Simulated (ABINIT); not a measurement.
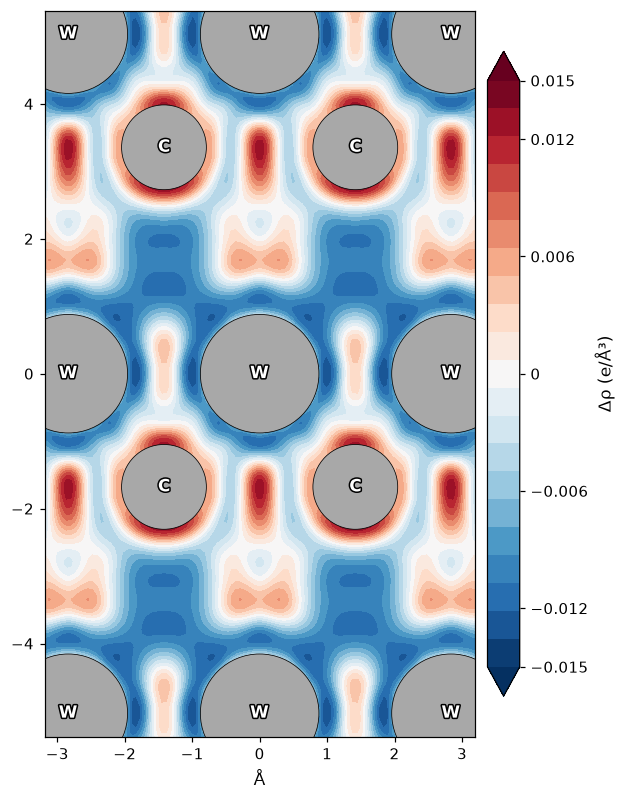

WC. Difference of the valence pseudo-densities of two functionals at the same geometry, on the (110) plane of the calculation cell: one of HCTH407 and SOGGA less the other.

Both computed with ABINIT (plane waves, PAW), on the same k-point mesh. Grey discs cover the atomic cores.

**Which was subtracted from which, and what does the map show?**

It is HCTH407 less SOGGA. Against SOGGA, HCTH407 gives less density around W (−0.009 e/Å³ on average at 1.1 Å from the nucleus), more density around C (+0.006 e/Å³ on average at 0.8 Å from the nucleus), less density in the space between the atoms (−0.004 e/Å³ on average) and a change of −0.008 e/Å³ at the midpoint of W–C.
